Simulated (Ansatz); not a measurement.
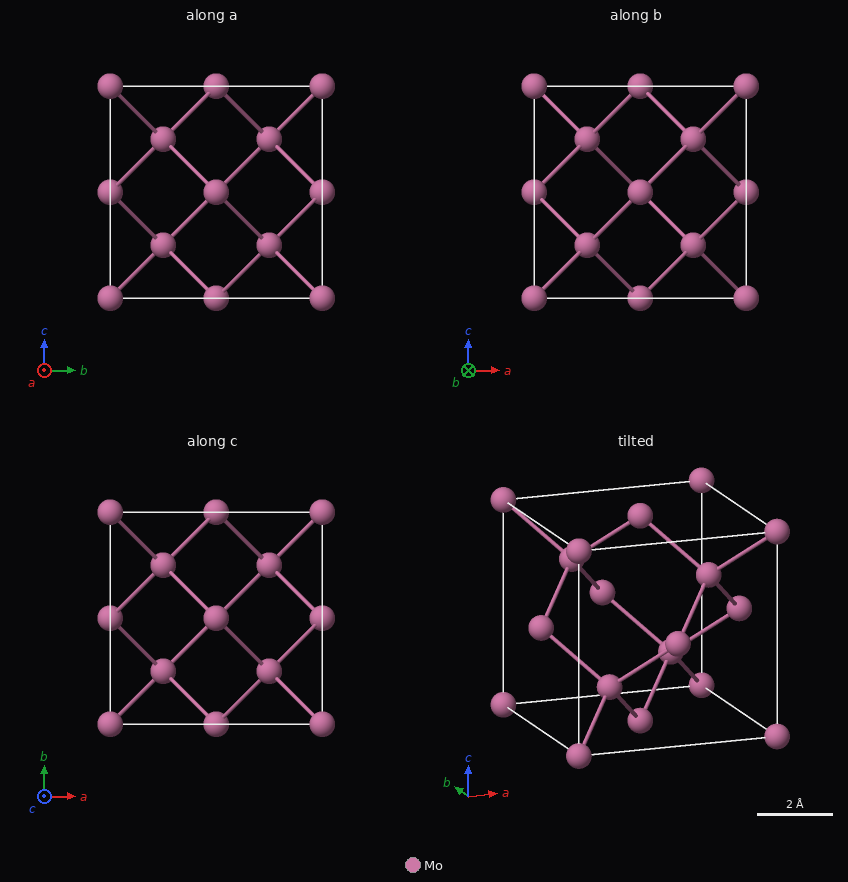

Drawn in the ball-and-stick manner and seen along the a axis, along the b axis, along the c axis and slightly off an axis. The lines enclose the conventional unit cell; boundary atoms appear with their images.

Lattice parameters: a = 5.688 Å, b = 5.688 Å, c = 5.688 Å, α = 90.00°, β = 90.00°, γ = 90.00°.

### Put the structure into a table of Wyckoff sites.

Space group Fd-3m:1 (No. 227).
```json
{"atom": "Mo", "site": "8a", "x": "0.0000", "y": "0.5000", "z": "0.5000"}
```

The initial geometry was a structure type filled with this element by a generator (whether the element takes this form wasn't checked). What is shown is the relaxed result from DFT, PBE, PAW with Ansatz's default frozen-core files, scalar-relativistic (Ansatz).
